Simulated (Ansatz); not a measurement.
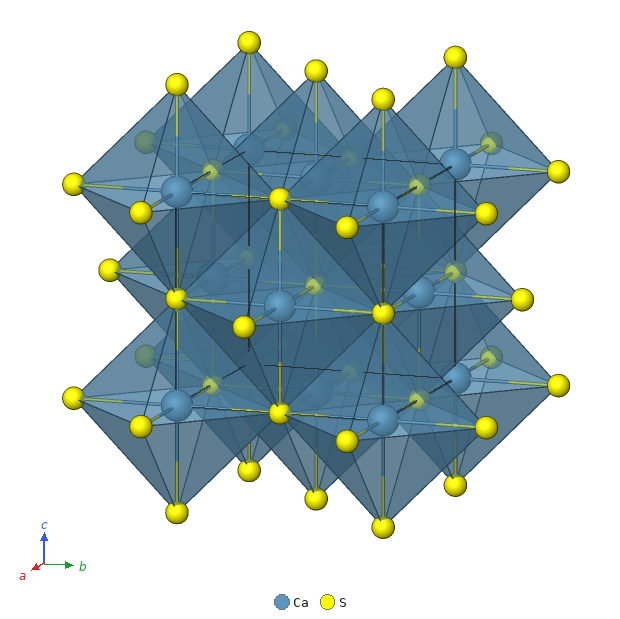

Structure drawing (polyhedral), viewed slightly off an axis. Thin lines show the conventional unit cell, with boundary atoms drawn in all their periodic places. Some atoms of the next cells are drawn as well.

CaS, rock salt (NaCl type), space group Fm-3m (No. 225), a = 5.924 Å, b = 5.924 Å, c = 5.924 Å, α = 90.00°, β = 90.00°, γ = 90.00°. Provenance: a structure type filled with these elements by a generator (whether the compound takes this form wasn't checked). The cell was then strained or its atoms displaced on purpose. It went into a calculation with Ansatz.

This one geometry was computed with Ansatz (DFT, plane waves, PAW) at three levels of theory: r2SCAN, HSE06 and PBE. It was relaxed with r2SCAN and then strained.

### How does the band gap change with the level of theory?

PBE: a gap of 2.58 eV, indirect; r2SCAN: a gap of 3.02 eV, indirect; HSE06: a gap of 3.64 eV, indirect.

### Collect the results in a table.

| level | cutoff (eV) | k-mesh of the run's cell | gap (eV) | pressure (GPa) |
| --- | --- | --- | --- | --- |
| r2SCAN | 500 | 8×8×8 | 3.02 | -5.7 |
| HSE06 | 420 | 6×6×6 | 3.64 | -5.5 |
| PBE | 420 | 8×8×8 | 2.58 | -5.0 |

Gaps are taken on the k-mesh or band path of each run.
